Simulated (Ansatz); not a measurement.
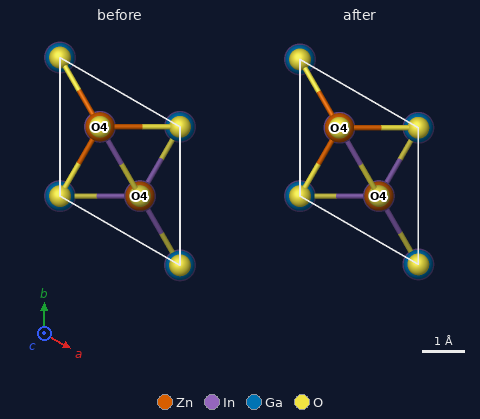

The structure of solid ZnInGaO$_{4}$ (built on the database structure type) before (left) and after (right) a relaxation, at one scale.

The picture is a ball-and-stick view of the conventional cell (3 times the calculation's cell), seen along the c axis. Lengths and directions refer to the drawn axes.

Level of theory: DFT, r2SCAN, plane waves, PAW in Ansatz 0.2.0.

Input
```yaml
crystal:
  lattice:
    - [1.6780897274, 0.9688455558, 8.7037319601]
    - [-1.6780897274, 0.9688455558, 8.7037319601]
    - [0.0, -1.9376911117, 8.7037319601]
  atoms:
    - { symbol: Zn, position: [0.218805926, 0.218805926, 0.218805926] }
    - { symbol: In, position: [0.0030772515, 0.0030772515, 0.0030772515] }
    - { symbol: Ga, position: [0.7870525183, 0.7870525183, 0.7870525183] }
    - { symbol: O, position: [0.2952718375, 0.2952718375, 0.2952718375] }
    - { symbol: O, position: [0.7112323494, 0.7112323494, 0.7112323494] }
    - { symbol: O, position: [0.1210345318, 0.1210345318, 0.1210345318] }
    - { symbol: O, position: [0.8635265855, 0.8635265855, 0.8635265855] }
kpoints:
  mp_grid: { grid: [8, 8, 8] }
hamiltonian:
  xc: r2scan
scf:
  occupations: { method: fermi_dirac, width: 0.02 }
relax:
  f_tol: 0.005
  cell: {}
```

Command:
```bash
ansatz run input.yaml --threads 4 --pin off --max-ram 5529MiB --backend cpu --events-out ev --progress --plain --runs-dir out
```

Q: What changed between the two?

A: The energy falls by 74.7 meV per cell of the calculation in 4 accepted moves (5 points after the start). Largest force component: 0.12 eV/Å at the start, 0.0014 eV/Å at the end. Pressure: −6.80 GPa at the start and 0.01 GPa at the end. At 1 point the geometry stayed and the basis and grid were re-selected for the new cell (energy shift of 2.2 meV per cell of the calculation at most each time). The atoms keep their places relative to the cell (all moves are under 0.005 Å). The drawn cell changes as follows: a = b 3.356 → 3.310 Å (−1.4 %), c 26.111 → 25.764 Å (−1.3 %); the volume changes by −4.0 %. Near-neighbour distances that change, for instance: In2–O4 2.216 → 2.186 Å, Ga3–O7 1.997 → 1.968 Å, Ga3–O5 1.980 → 1.951 Å, Zn1–O7 2.021 → 1.993 Å. The space group stays R3m (No. 160).
